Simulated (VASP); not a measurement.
# Optical-spectrum calculation of C (part 4 of 4)

Continued. System: C (slab, 8 atoms in the cell). Method: Kohn-Sham DFT of a periodic cell, PW91 with D3(BJ), VASP PAW PBE potentials, recommended, no spin polarisation (VASP 6.6.1); cutoff 520 eV, 12×12×1 k-mesh, Gaussian smearing of 0.05 eV. The structure derives from an entry of the Crystallography Open Database. It belongs to a series of runs on one base structure; here: the (0 0 1) slab of C, cut from the database cell, not relaxed.

Geometry of the input (Å; fractional positions):
```
2.4561  0.0000  0.0000
-1.2280  2.1270  0.0000
0.0000  0.0000  25.0946
C  0.6667  0.3333  0.2989
C  0.3333  0.6667  0.3010
C  0.3333  0.6667  0.4322
C  0.0000  0.0000  0.4344
C  0.0000  0.0000  0.5656
C  0.6667  0.3333  0.5678
C  0.6667  0.3333  0.6990
C  0.3333  0.6667  0.7011
```

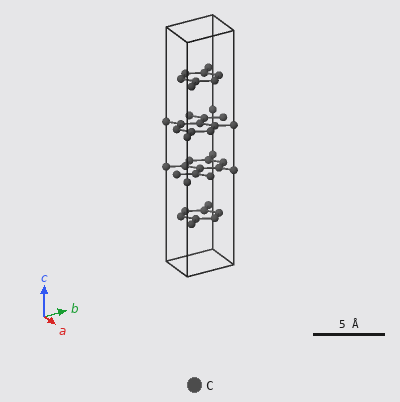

The input geometry (ball-and-stick view of the 2 × 2 repeat of the cell, with the vacuum cut short, seen slightly off an axis).

**CONTCAR**
```
C
   2.45610000000000
     0.9999807389510000    0.0000000000000000    0.0000000000000000
    -0.4999903695010001    0.8660087232410000    0.0000000000000000
     0.0000000000000000    0.0000000000000000   10.2172487649649995
  C
     8
Direct
     0.6666666667000030    0.3333333332999970    0.2988692616999984
     0.3333333332999970    0.6666666667000030    0.3010032748999976
     0.3333333332999970    0.6666666667000030    0.4322450829000033
     0.0000000000000000    0.0000000000000000    0.4343790960000007
     0.0000000000000000    0.0000000000000000    0.5656209039999993
     0.6666666667000030    0.3333333332999970    0.5677549170999967
     0.6666666667000030    0.3333333332999970    0.6989967251000024
     0.3333333332999970    0.6666666667000030    0.7011307383000016

  0.00000000E+00  0.00000000E+00  0.00000000E+00
  0.00000000E+00  0.00000000E+00  0.00000000E+00
  0.00000000E+00  0.00000000E+00  0.00000000E+00
  0.00000000E+00  0.00000000E+00  0.00000000E+00
  0.00000000E+00  0.00000000E+00  0.00000000E+00
  0.00000000E+00  0.00000000E+00  0.00000000E+00
  0.00000000E+00  0.00000000E+00  0.00000000E+00
  0.00000000E+00  0.00000000E+00  0.00000000E+00
```

**Key numbers**

| quantity | value |
| --- | --- |
| outcome | converged |
| electrons treated | 32 |
| free energy | −74.5419 eV |
| dispersion energy | −0.8271 eV |
| Fermi energy of the self-consistent step | 0.524 eV |
| gap on the k-point mesh | none (metallic) |
| largest force (length of the vector) | 0.896 eV/Å |
| hardware | 1 thread of Intel Xeon @ 2.50GHz (Skylake/Cascade Lake), 128 GiB of memory available, shared host |
| wall time | 3.9 min |
| peak memory | 0.36 GiB |
